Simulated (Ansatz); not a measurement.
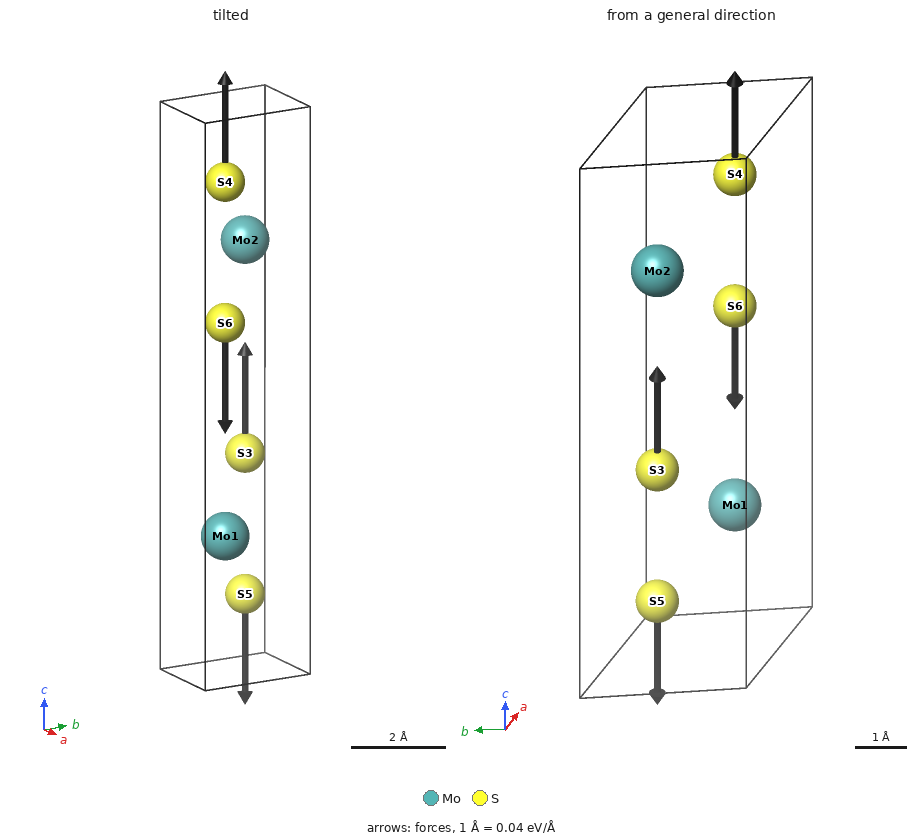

Shown here is a spheres-only view of the crystal, taken slightly off an axis and from a general direction. The frame is the simulation cell; atoms at its boundary are shown with their periodic copies. The arrows are the computed forces on the atoms.

System: MoS2. Electronic-structure method: DFT, PBE, plane waves, PAW (Ansatz). Parameters: E_cut = 420 eV, a 12×12×2 sampling of the Brillouin zone, Fermi-Dirac smearing of 0.02 eV, no spin polarisation.

> Are the atoms in equilibrium?

No. The atoms still feel forces of up to about 0.08 eV/Å, above a usual threshold of 0.01 to 0.03 eV/Å.

> Which atom feels the largest force?

All S atoms, about 0.08 eV/Å.

Provenance: a structure listed in the Materials Project. The cell was then strained or its atoms displaced on purpose. A calculation with Ansatz used it as input.
